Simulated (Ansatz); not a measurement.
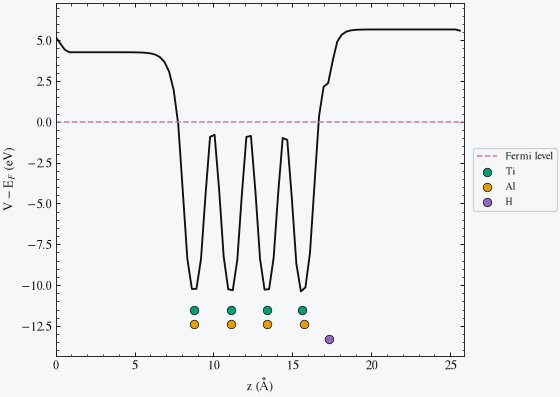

Plane-averaged electrostatic potential energy of an electron across the slab; circles at the bottom mark the heights of the atoms (positions after relaxation).

The Ansatz input:

```
crystal:
  lattice:
    - [2.7951585985, 0.0, 0.0]
    - [0.0, 4.9116531041, 0.0]
    - [0.0, 0.0, 25.895185751]
  atoms:
    - { symbol: Ti, position: [0.0, 0.3238601685, 0.3282463421] }
    - { symbol: Al, position: [0.5, 0.8238601685, 0.3282463421] }
    - { symbol: Ti, position: [0.0, 0.6477203369, 0.4170039696] }
    - { symbol: Al, position: [0.5, 0.1477203369, 0.4170039696] }
    - { symbol: Ti, position: [0.0, 0.9714622164, 0.5052707184] }
    - { symbol: Al, position: [0.5, 0.4712922267, 0.5060950249] }
    - { symbol: Ti, position: [0.0, 0.2846919189, 0.5916210053] }
    - { symbol: Al, position: [0.5, 0.7827906297, 0.596752324] }
    - { symbol: H, position: [0.8333333333, 1.2827906297, 0.6631739368] }
basis:
  ecutwfc: 420
kpoints:
  mp_grid: { grid: [10, 6, 1] }
hamiltonian:
  xc: pbesol
scf:
  occupations: { method: gaussian, width: 0.1 }
output:
  forces: true
  eigenvalues: true
  write_density: true
  write_potential: true
  elf: true
  volumetric_format: npy
relax:
  adjacent_minimum: "off"
  f_tol: 0.02
  max_steps: 25
  constraints: [{ sites: [0, 1, 2, 3, 4, 5, 6, 7] }, { site: 8, fix: xy }]
efield:
  axis: 3
  dipole_correction: true
  ramp_width: 0.04
```

Run as:
```bash
ansatz run input.yaml --threads 1 --pin off --max-ram 2560MiB --backend cpu --events-out ev --progress --plain --runs-dir out
```

Question: What is the work function?

Answer: The work function is 5.66 eV at the right face and 4.26 eV at the left.

Question: How thick are slab and vacuum?

Answer: The outermost atoms are 8.5 Å apart, which leaves 17.4 Å of vacuum in a cell 25.9 Å high.
